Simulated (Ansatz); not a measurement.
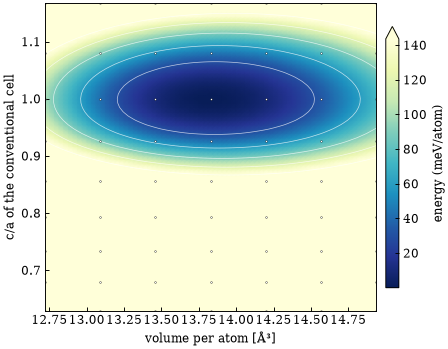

Ru (Fm-3m, No. 225; 1 atom in the cell). 
- The energy is mapped over volume and the cell's shape.
- First axis: volume per atom. Second axis: c/a of the conventional cell.
- Nothing is relaxed (symmetry fixes all fractional coordinates).
- The scan uses a 7 × 9 grid.
- Points are written as (first, second).
- Energies are in meV/atom, from the lowest grid point.
- Computed with DFT PBE, scalar-relativistic, plane waves, PAW (Ansatz 0.2.0). Settings: cutoff 420 eV, k-mesh 22×22×22, gaussian smearing 0.15 eV, no spin polarisation.

Drawn: a smooth colour map with a few white contour lines, dots at the grid points, one colour for all values above the top of the scale. Between grid points the surface is interpolated.

Question: Estimate the position of the minimum and the force constants in these coordinates.

Answer: The interpolated minimum is at volume per atom ≈ 13.828 Å³, c/a of the conventional cell ≈ 1.000. The curvatures there are about 0.14 eV/(Å³)² and 14 eV, with a cross term of about 0 eV/Å³ (per cell of 1 atoms). Round the minimum the two coordinates are nearly uncoupled.
